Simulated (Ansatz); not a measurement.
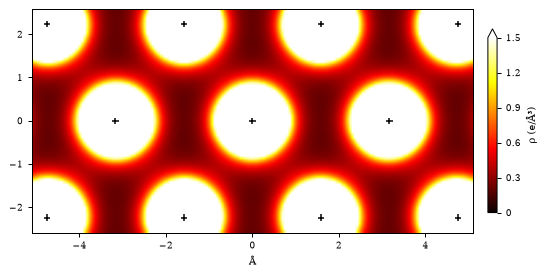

The valence charge density (pseudo) on a plane through atoms (crosses mark nuclei in the plane).

The calculation used DFT PBEsol, scalar-relativistic, plane waves, PAW in Ansatz 0.2.0.

Candidates:
A. CoO, a = 3.20 Å, b = 3.20 Å, c = 10.46 Å, α = 90.00°, β = 90.00°, γ = 120.00°. Space group P6₃mc; a structure from a database of computed crystals, not necessarily the ambient phase; not relaxed (largest force 0.3 eV/Å); computed pressure about −9 GPa in this cell; spin-polarised.
B. Pt, a = 3.17 Å, b = 3.17 Å, c = 3.17 Å, α = 90.00°, β = 90.00°, γ = 90.00°. Space group Im-3m; a structure from a database of computed crystals, not necessarily the ambient phase; computed pressure about −11 GPa in this cell.

Which system is this?

Answer. Candidate B: Pt on the (110) plane of the conventional cell, which holds Pt. Pt–Pt (2.74 Å): the density is about 0.39 e/Å³ at the midpoint.
